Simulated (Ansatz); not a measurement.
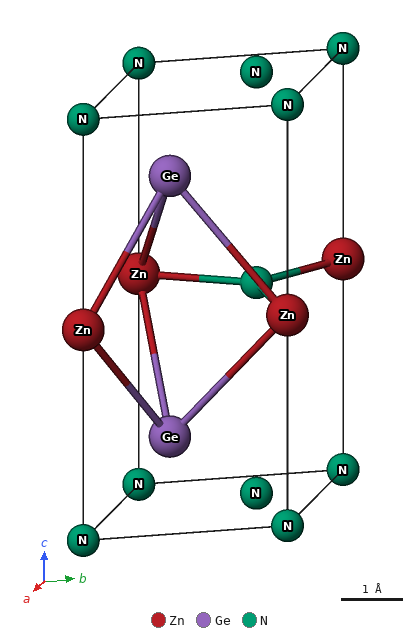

Drawn in the ball-and-stick manner and seen slightly off an axis. The lines enclose the conventional unit cell; boundary atoms appear with their images. Cell: a = 3.50 Å, b = 3.50 Å, c = 7.26 Å, α = 90.00°, β = 90.00°, γ = 120.00°.

The model was built from a structure type filled with these elements by a generator (whether the compound takes this form wasn't checked). Earlier steps of the study may have refined or changed the cell and positions. It went into a calculation with Ansatz.

**State composition, symmetry and coordination.**

The structure is one of ZnGe$_{2}$N$_{3}$. The atoms follow space group P-6m2 (No. 187); the Bravais lattice is primitive hexagonal. Cell content 1 Zn, 2 Ge, 3 N; Z = 1. By contacts within bonding range, the coordination numbers are Zn 9, Ge 4 and N 0 to 3 (mean 1.0).

Level of theory and settings: DFT PBE, scalar-relativistic, plane waves, PAW (Ansatz 0.2.0), plane waves up to 420 eV, a 12×12×6 mesh of k-points, Gaussian smearing of 0.1 eV, no spin polarisation.

**Is the electronic structure metallic or gapped?**

A metal: bands cross the Fermi level.

**What are the atomic charges by Bader's partition?**

Zn +0.87 e; Ge +0.92 e; N -1.22 to -0.75 e.

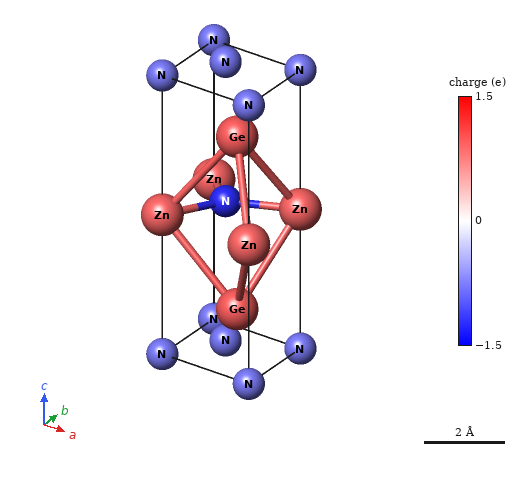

The atoms coloured by those charges. The run's cell of 6 atoms is drawn.

**Does this geometry sit at a stationary point of the energy?**

Yes. All forces vanish to within 0.01 eV/Å. The pressure is 0.0 GPa, close to zero.
